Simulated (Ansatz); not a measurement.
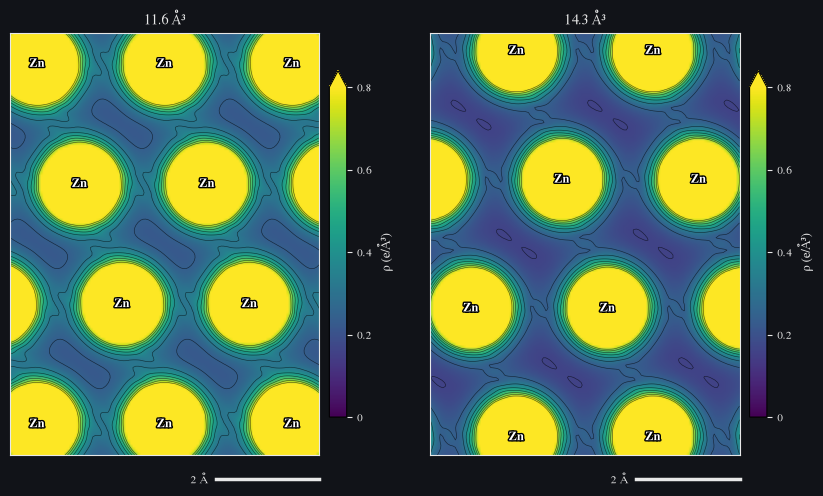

Zn. The valence electron density of cells scaled evenly to different volumes (given per atom above each panel), on the (010) plane of each (indices in the axes of the cell below), at one length scale and on one colour scale.

A structure from a database of computed crystals, not necessarily the ambient phase.

Method: Kohn-Sham DFT of a periodic cell, PBEsol, Ansatz PAW (Ansatz 0.2.0).

In a PAW calculation such maps are meaningful between the atoms, not at the nuclei.

The largest cell:

```
CELL_PARAMETERS angstrom
-1.52784 1.52784 1.52784
1.52784 -1.52784 1.52784
1.52784 1.52784 -1.52784
ATOMIC_POSITIONS crystal
Zn 0.00000 0.00000 0.00000
```

| volume (Å³/atom) | Zn–Zn contact in the plane (Å) | ρ at its midpoint (e/Å³) | pressure (GPa) | 
| --- | --- | --- | --- |
| 11.58 | 2.468 | 0.310 | 30.0 | 
| 13.95 | 2.626 | ? | ? | 
| 14.27 | 2.646 | 0.257 | 0.0 | 

> Estimate the missing row, and compare with the calculation.

Over the known rows ln ρ falls by 1.05 per Å of Zn–Zn distance (the line through the two), which gives 0.262 e/Å³ at 2.626 Å; the calculation gives 0.261 e/Å³. For the pressure, a straight line in volume between the neighbouring rows gives 3.6 GPa; the calculation gives 2.0, lower because pressure rises ever faster on compression.
